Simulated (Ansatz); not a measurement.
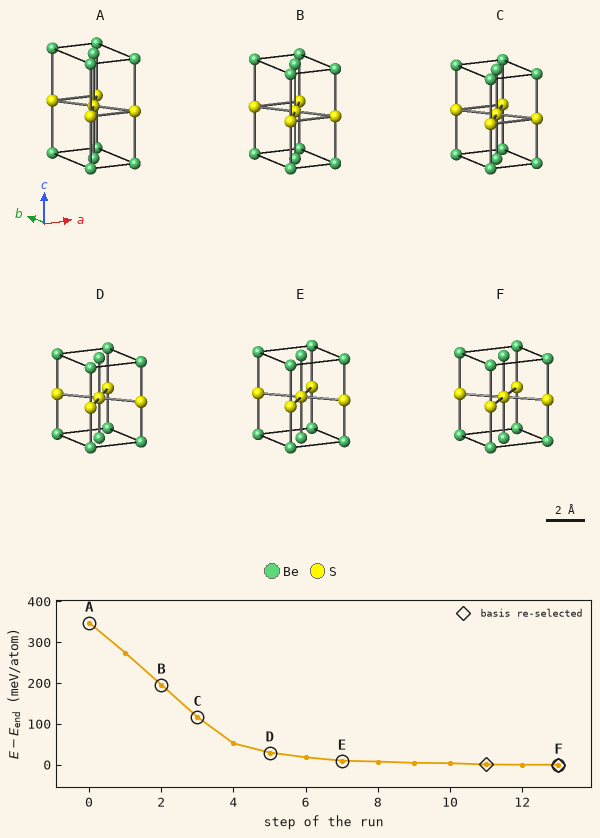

Frames of a relaxation of solid BeS (a generated structure, set up in Cmmm) (coarse preliminary run), marked on the history of the run. The picture is a ball-and-stick view of the conventional cell (2 times the calculation's cell), seen from a free direction. Lengths and directions refer to the drawn axes.

Level of theory: DFT PBE, scalar-relativistic, plane waves, PAW in Ansatz.

The input:
```yaml
crystal:
  lattice:
    - [1.33257137, -2.15890144, 0.0]
    - [1.33257137, 2.15890144, 0.0]
    - [0.0, 0.0, 5.70865854]
  atoms:
    - { symbol: Be, position: [0.0, 0.0, 0.0] }
    - { symbol: S, position: [0.0, 0.0, 0.5] }
basis:
  ecutwfc: 420
kpoints:
  mp_grid: { grid: [8, 8, 4] }
hamiltonian:
  xc: pbe
scf:
  occupations: { method: gaussian, width: 0.1 }
  lower_state_search: "off"
output:
  forces: true
  stress: true
  eigenvalues: true
relax:
  adjacent_minimum: "off"
  f_tol: 0.04
  max_steps: 70
  cell: { stress_tol: 0.4 }
```

Command:
```bash
ansatz run input.yaml --threads 1 --pin off --max-ram 2560MiB --backend cpu --events-out ev --progress --plain --runs-dir out
```

> Describe the path.

Over 11 accepted moves (13 points after the start) the energy falls by 348 meV per atom. All forces vanish by symmetry, so only the cell relaxes. Pressure: −8.09 GPa at the start and 0.04 GPa at the end. At 2 points the geometry stayed and the basis and grid were re-selected for the new cell (energy shift of 3.1 meV per atom at most each time). The atoms keep their places relative to the cell (all moves are under 0.005 Å). The volume changes by −18.6 %, with a 2.665 → 3.432 Å (+28.8 %), b 4.318 → 3.469 Å (−19.7 %), c 5.709 → 4.489 Å (−21.4 %). Near-neighbour distances that change, for instance: S2–S2 2.665 → 3.432 Å, Be1–S2 2.854 → 2.244 Å, S2–S2 (another image) 2.537 → 2.440 Å. Among the angles between lasting bonds that change: S2–S2–S2 116.6° → 90.6°, S2–S2–S2 63.4° → 89.4°. The space group stays Cmmm (No. 65). From step 0 to 2: volume −14.1 %, energy −152 meV per atom. From step 2 to 3: volume −6.6 %, energy −79.1 meV per atom. From step 3 to 5: volume −5.5 %, energy −87.1 meV per atom. From step 5 to 7: volume +7.1 %, energy −20.0 meV per atom. From step 7 to 13: volume +0.2 %, energy −9.9 meV per atom.
